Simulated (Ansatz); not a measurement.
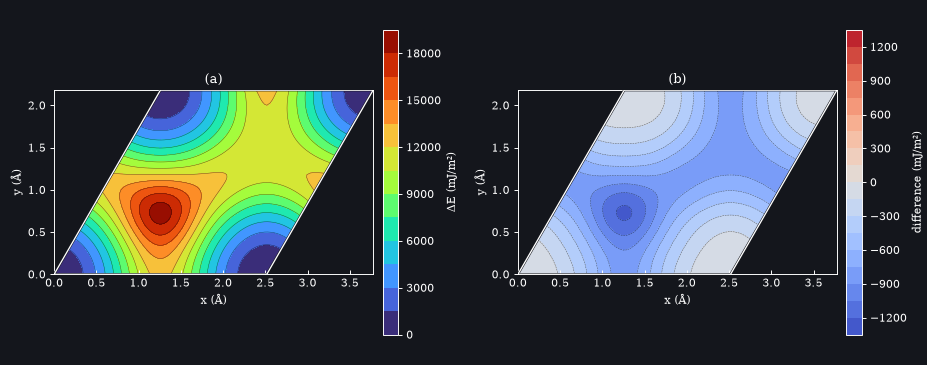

C (Fd-3m, No. 227; 12 atoms in the cell). The crystal above one (1 1 1) plane is slid rigidly over the crystal below it (one fault a cell, nothing relaxed). Places are given modulo a cell vector. The map is drawn in real space over the plane of the slide. The grid has 6 × 6 points; 10 points were computed and 26 follow by symmetry. All energies are given in mJ/m² relative to each map's own lowest point. The calculation used Ansatz, DFT r2SCAN, scalar-relativistic, plane waves, PAW. Settings: cutoff 500 eV, k-mesh 10×10×2 in the order of the run's cell vectors, gaussian smearing 0.05 eV, no spin polarisation.

Panel (a): DFT r2SCAN, scalar-relativistic, plane waves, PAW in Ansatz. Panel (b): the map at DFT PBE, scalar-relativistic, plane waves, PAW (Ansatz 0.2.0) less the map of (a), each from its own lowest point.

How does the change of method alter the landscape?

The difference runs from −1228 mJ/m² at (2/6, 2/6) of the cell vectors to 0 mJ/m² at (0/6, 0/6) of the cell vectors.
